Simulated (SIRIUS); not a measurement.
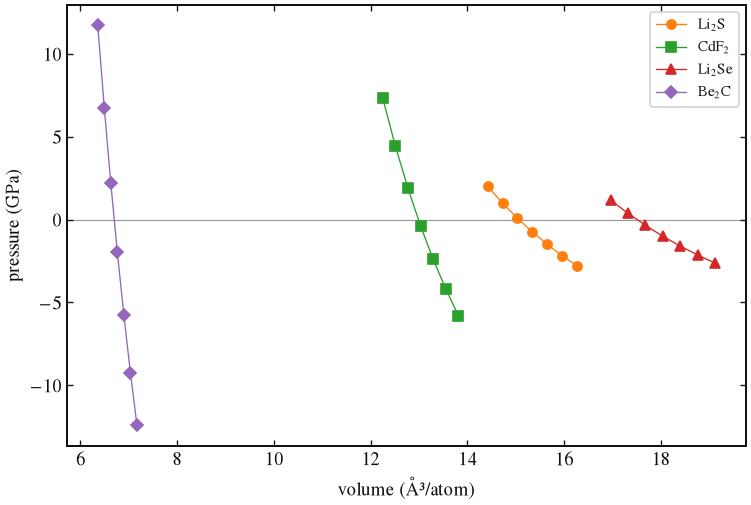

The figure shows the pressure against volume, with one curve for each compound, for Be₂C, CdF₂, Li₂S and Li₂Se (all in space group Fm-3m (No. 225)).

Calculation (SIRIUS 7.12.0): plane-wave DFT, no spin polarisation; energies at scaled volumes of the given cell, shape and fractions fixed, counted from the fit's minimum, third-order Birch-Murnaghan fit. Level: PBEsol.

```tsv
setting	value
occupations	Fermi–Dirac
smearing width	0.05 eV
potentials	dojo sr pbesol 0.4.1 standard
```

Settings that differ: Li2S: density cutoff 4120 eV, wave cutoff 1030 eV, k mesh 8×8×8; CdF2: density cutoff 5550 eV, wave cutoff 1390 eV, k mesh 9×9×9; Li2Se: density cutoff 4710 eV, wave cutoff 1180 eV, k mesh 8×8×8; Be2C: density cutoff 4810 eV, wave cutoff 1200 eV, k mesh 11×11×11.

**Order the curves by fitted equilibrium volume, smallest first.**

Be₂C 6.701, CdF₂ 12.996, Li₂S 15.070, Li₂Se 17.509 Å³/atom.

**Order the curves by fitted bulk modulus, smallest first.**

Li₂Se 35.2, Li₂S 42.2, CdF₂ 108.5, Be₂C 205.7 GPa.

The computed values:

Li₂S:
| volume (Å³/atom) | pressure (GPa) |
| --- | --- |
| 14.42 | 2.00 |
| 14.73 | 0.99 |
| 15.04 | 0.08 |
| 15.34 | −0.74 |
| 15.65 | −1.49 |
| 15.96 | −2.17 |
| 16.26 | −2.78 |

CdF₂:
| volume (Å³/atom) | pressure (GPa) |
| --- | --- |
| 12.25 | 7.31 |
| 12.51 | 4.44 |
| 12.77 | 1.89 |
| 13.03 | −0.38 |
| 13.30 | −2.40 |
| 13.56 | −4.19 |
| 13.82 | −5.79 |

Li₂Se:
| volume (Å³/atom) | pressure (GPa) |
| --- | --- |
| 16.96 | 1.18 |
| 17.32 | 0.38 |
| 17.68 | −0.35 |
| 18.05 | −1.01 |
| 18.41 | −1.60 |
| 18.77 | −2.14 |
| 19.13 | −2.63 |

Be₂C:
| volume (Å³/atom) | pressure (GPa) |
| --- | --- |
| 6.3593 | 11.76 |
| 6.4946 | 6.76 |
| 6.6299 | 2.20 |
| 6.7652 | −1.97 |
| 6.9005 | −5.77 |
| 7.0358 | −9.24 |
| 7.1711 | −12.42 |
